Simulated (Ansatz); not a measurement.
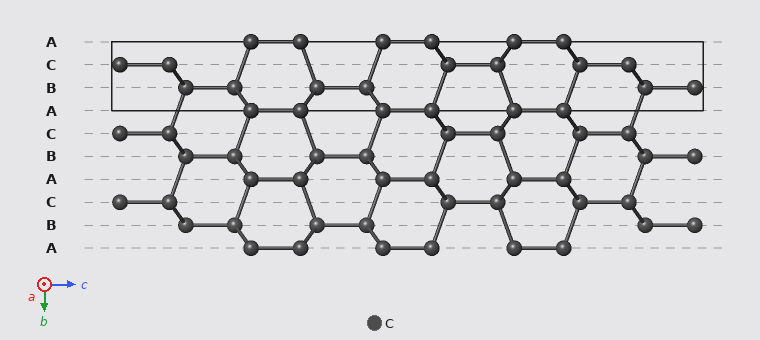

Projection along an edge of the hexagonal mesh, stacking direction c to the right. The dashed lines mark the three columns A (0, 0), B (1/3, 2/3) and C (2/3, 1/3). The sequence starts with the first layer at or above the cell's origin.

The compound is C (space group R-3m, No. 166), taken as the geometry relaxed with DFT PBE, scalar-relativistic, plane waves, PAW in Ansatz 0.2.0; the starting structure was generated, so it need not be a known form of this composition.

Q: Give the sequence of layers in one repeat, with element and column.

A: C(C) – C(C) – C(B) – C(B) – C(A) – C(A) – C(B) – C(B) – C(A) – C(A) – C(C) – C(C) – C(A) – C(A) – C(C) – C(C) – C(B) – C(B) (18 layers in 18.73 Å).
